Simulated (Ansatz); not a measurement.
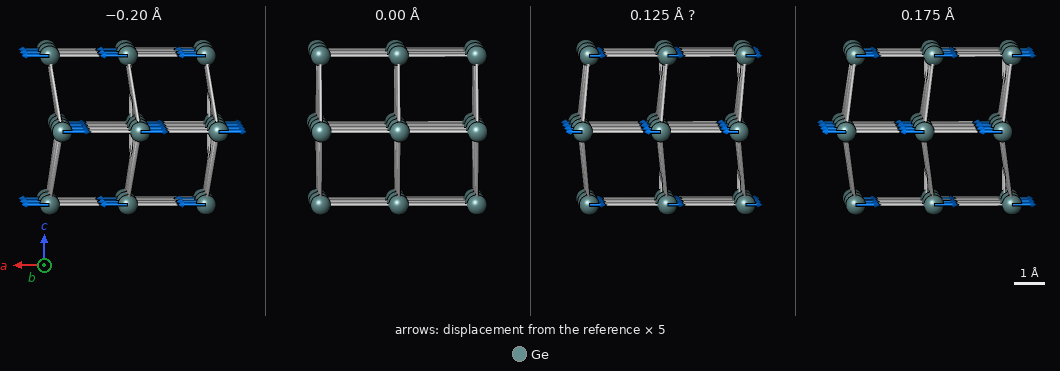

A scan of a crystal of Ge (Cmmm): a normal mode of wave vector (1/2, 1/2, 0) of the primitive cell, folded into a doubled cell, is frozen in with the cell fixed, the amplitude being the largest displacement of an atom. The picture is a ball-and-stick view of the cell of the calculation, repeated 2 × 3 × 1 with one cell outlined, seen from a free direction. Blue arrows: displacements from the reference.

Computed with DFT PBEsol, scalar-relativistic, plane waves, PAW in Ansatz 0.2.0. (plane-wave cutoff 420 eV; k-point mesh 22 × 22 × 12; occupations gaussian; smearing width 0.15 eV; no spin polarisation). Energies (free energies at the smearing named) are counted from the relaxed crystal.

| largest displacement (Å) | ΔE (meV/cell) |
| --- | --- |
| −0.200 | 33.1 |
| −0.100 | 8.2 |
| 0.000 | 0.0 |
| 0.025 | 0.5 |
| 0.050 | 2.1 |
| 0.075 | 4.6 |
| 0.125 | ? |
| 0.150 | 18.6 |
| 0.175 | 25.3 |

Fill in the missing row.

Answer. A straight line between the two neighbours gives 13.9 meV/cell. A cubic through the four nearest rows (0.050, 0.075, 0.150, 0.175) gives, with Lagrange weights, (−0.2000)(2.1) + (0.5000)(4.6) + (1.0000)(18.6) + (−0.3000)(25.3) = 12.9 meV/cell. The calculation gives 12.9 meV/cell, so the cubic is right to the digits shown and the straight line 1.0 meV/cell too high, as the curve bends upwards here.

The whole profile:

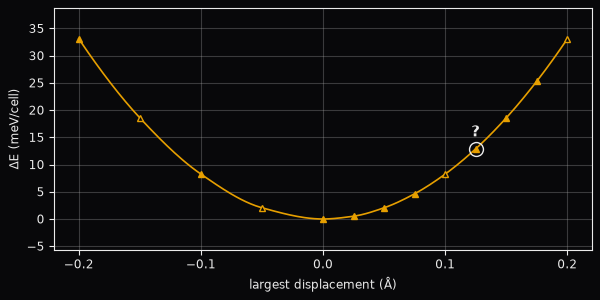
